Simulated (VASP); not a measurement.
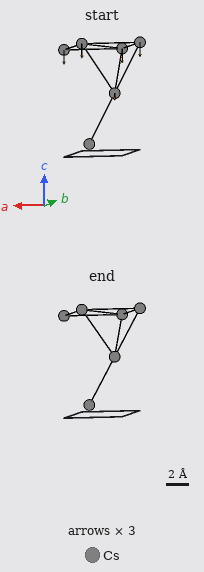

The structure of a slab of composition Cs before (top) and after (bottom) a relaxation, at one scale. The orange arrows give the displacements, 3 times their true length.

The picture is a ball-and-stick view of the cell of the calculation, outlined in the plane, without the vacuum, seen from a free direction.

The run lets the atoms move in a fixed cell. 1 atoms are held fixed.

Computed with Kohn-Sham DFT of a periodic cell, PBEsol, VASP PAW PBE potentials, recommended (VASP).

Input
```
SYSTEM = Cs
  PREC = Accurate
  ENCUT = 520
  EDIFF = 1E-7
  ISMEAR = 0
  SIGMA = 0.05
  LREAL = .FALSE.
  LASPH = .TRUE.
  NELM = 80
  ALGO = Normal
  ISIF = 2
  LWAVE = .FALSE.
  LCHARG = .FALSE.
  LDIPOL = .TRUE.
  IDIPOL = 3
  DIPOL = 0.5 0.5 0.500
  GGA = PS
  IBRION = 2
  NSW = 60
  EDIFFG = -0.01
```

Launched with:
```bash
cat potpaw_PBE.64/Cs_sv/POTCAR > POTCAR
mpirun -np 1 vasp_std > vasp.out
```

**Summarise the run.**

After 12 geometry steps the energy has fallen by 10.4 meV per cell of the calculation. The largest force component goes from 0.041 to 0.0033 eV/Å. The atom that moves furthest is a Cs atom (0.47 Å along the normal (−c)). The lattice vectors keep their values. Among the contacts that change: Cs–Cs 5.584 → 5.389 Å. It ran on 1 thread of Intel(R) Xeon(R) 6975P-C (Granite Rapids), on a shared host.
